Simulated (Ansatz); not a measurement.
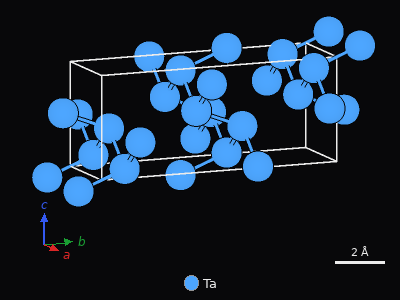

Starting structure of crystalline Ta (built on the black phosphorus_64 type) (coarse preliminary run). The picture is a ball-and-stick view of the conventional cell (2 times the calculation's cell), seen slightly off an axis. Lengths and directions refer to the drawn axes.

Case: black phosphorus type (Cmce, No. 64).

All numbers below come from DFT PBEsol, scalar-relativistic, plane waves, PAW in Ansatz.

Input file:
```yaml
crystal:
  lattice:
    - [1.6638321332, -5.278017341, 0.0]
    - [1.6638321332, 5.278017341, 0.0]
    - [0.0, 0.0, 4.4033744674]
  atoms:
    - { symbol: Ta, position: [0.098, 0.902, 0.91] }
    - { symbol: Ta, position: [0.598, 0.402, 0.59] }
    - { symbol: Ta, position: [0.902, 0.098, 0.09] }
    - { symbol: Ta, position: [0.402, 0.598, 0.41] }
basis:
  ecutwfc: 420
kpoints:
  mp_grid: { grid: [6, 6, 4] }
hamiltonian:
  xc: pbesol
scf:
  occupations: { method: gaussian, width: 0.1 }
  lower_state_search: "off"
output:
  forces: true
  stress: true
  eigenvalues: true
relax:
  adjacent_minimum: "off"
  f_tol: 0.04
  max_steps: 70
  cell: { stress_tol: 0.4 }
```

**Predict the outcome.**

The largest moves relative to the cell, 0.57 Å, are those of Ta1, Ta2, Ta3 and Ta4. Ta1 goes along [0 −1 2]. Cell: a 3.328 → 3.111 Å (−6.5 %), b 10.556 → 10.046 Å (−4.8 %), c 4.403 → 4.713 Å (+7.0 %). Volume −4.8 %. Some distances before and after: Ta1–Ta3 3.701 → 2.780 Å, Ta1–Ta2 2.180 → 2.824 Å, Ta1–Ta2 (another image) 3.426 → 2.824 Å, Ta1–Ta4 3.892 → 3.296 Å. New bonds form: Ta1–Ta2 (3.43 → 2.82 Å), Ta1–Ta3 (3.70 → 2.78 Å), Ta2–Ta4 (3.70 → 2.78 Å), Ta3–Ta4 (3.43 → 2.82 Å). Bond angles that change, for instance: Ta2–Ta1–Ta2 99.5° → 66.9°, Ta2–Ta1–Ta3 103.4° → 90.0°. The space group (tolerance 0.01 Å) goes from Cmce (No. 64) to Fmmm (No. 69). Over 7 accepted moves (8 points after the start) the energy falls by 3645 meV per atom. The largest force component goes from 9.1 to 0.0097 eV/Å. The pressure goes from 56.10 to −0.01 GPa. The SCF was repeated once at an unchanged geometry on a basis and grid sized afresh for the cell, which shifted the energy by 0.1 meV per atom at most. The run took about 23 core-seconds on a shared host.

History of the run:

```tsv
step	E − E(0), meV/atom	largest force component, eV/Å	pressure, GPa	volume, Å³/atom	note
0	0.00	9.0546	56.10	19.335	
1	-2084.55	6.3296	11.99	20.406	
2	-3214.90	2.5670	-5.72	19.796	
3	-3576.55	0.9272	3.30	18.418	
4	-3636.92	0.3140	1.39	18.338	
5	-3642.79	0.1790	-1.02	18.492	
6	-3644.69	0.0173	0.29	18.388	
7	-3644.76	0.0093	0.01	18.413	
8	-3644.87	0.0097	-0.01	18.413	same geometry, new basis
```

The structure at the end:

```xyz
4
Lattice="1.5556 -5.0231 0.0000 1.5556 5.0231 0.0000 0.0000 0.0000 4.7129" Properties=species:S:1:pos:R:3 pbc="T T T"
Ta    1.5556    3.6638    0.0000
Ta    1.5556   -1.3593    2.3565
Ta    1.5556   -3.6638    4.7129
Ta    1.5556    1.3593    2.3565
```

The end point in the same view:

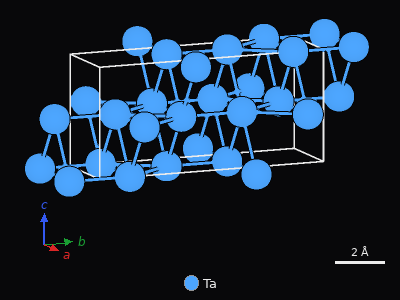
